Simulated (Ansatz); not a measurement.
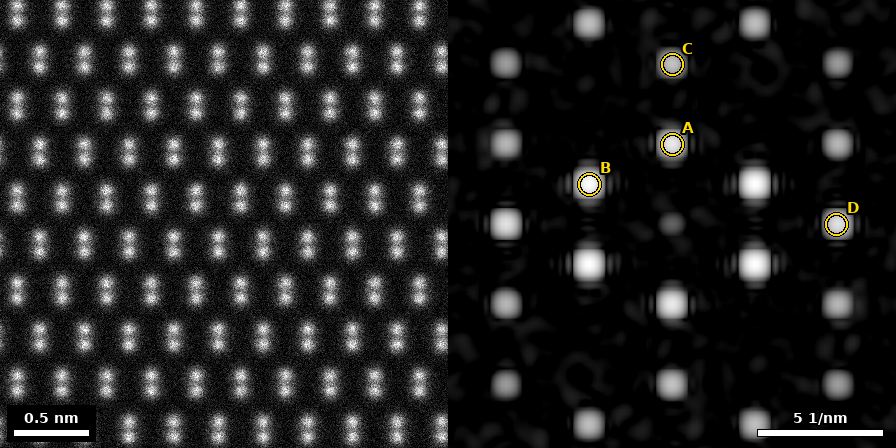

Integrated-DPC-like image of Hg (P6_3/mmc, No. 194) along [101]. Simulated as the projected potential of neutral atoms (B = 0.3 Å²) blurred by a 0.50 Å probe, the thin-sample limit of integrated differential phase contrast. The display is stretched by a gamma of 0.8; percentages refer to the linear signal. Shot noise was added. Structure: coordinates from a relaxation at fixed volume with DFT PBE, spin-orbit coupling, plane waves, PAW (Ansatz 0.2.0); the starting structure was generated, so it need not be a known form of this composition.

The right panel is the modulus of the image's Fourier transform on a logarithmic scale.

a = 3.577 Å, b = 3.577 Å, c = 5.460 Å, α = 90.00°, β = 90.00°, γ = 120.00°

Q: Index the marked spots and give their plane spacings (the zone axis points at the viewer; indices equivalent by symmetry, or all signs reversed, are as good).

A: (0 -1 0), d = 3.10 Å; B: (1 -1 -1), d = 2.69 Å; C: (0 -2 0), d = 1.55 Å; D: (-2 1 2), d = 1.50 Å. A and B enclose 64°, and every spot obeys the zone law hu + kv + lw = 0 for [101].
